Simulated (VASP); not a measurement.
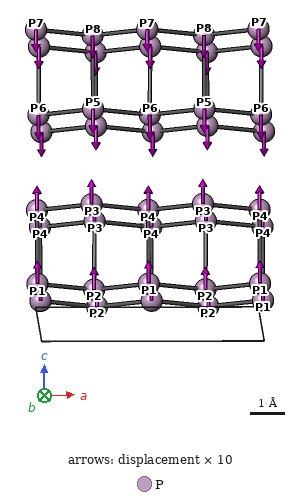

A relaxation of a slab of composition P. The starting structure is drawn; purple arrows show the displacements (the part carried along by the change of the cell is left out), magnified 10 times.

The picture is a ball-and-stick view of the 2 × 2 repeat of the cell, outlined in the plane, without the vacuum, seen from a free direction.

The run lets cell and atoms move.

These are results of Kohn-Sham DFT of a periodic cell, PBE with D3(BJ), VASP PAW PBE potentials, recommended (VASP), not measurements.

Input file:
```
PREC = Accurate
ENCUT = 600
EDIFF = 1E-6
ISMEAR = 0
SIGMA = 0.03
LREAL = F
LASPH = T
NELM = 80
ALGO = Normal
ISIF = 3
LWAVE = F
LCHARG = F
GGA = PE
IVDW = 12
IBRION = 2
NSW = 90
EDIFFG = -0.01
LATTICE_CONSTRAINTS = .TRUE. .TRUE. .FALSE.
KPAR = 4
```

Launched with:
```bash
cat potpaw_PBE.64/P/POTCAR > POTCAR
mpirun -np 4 vasp_std > vasp.out
```

What happened in the run?

The largest moves relative to the cell and the layer's centre, 0.076 Å, are those of P3, P4, P5 and P6. P6 goes at 7° to the normal (−c side). In the plane the drawn cell goes a 6.633 → 6.605 Å (−0.4 %), b 8.759 → 8.655 Å (−1.2 %). Among the contacts that change: P1–P2 2.225 → 2.218 Å. Over 20 geometry steps the energy falls by 17.1 meV per cell of the calculation. Largest force component: 0.04 eV/Å at the start, 0.0057 eV/Å at the end.
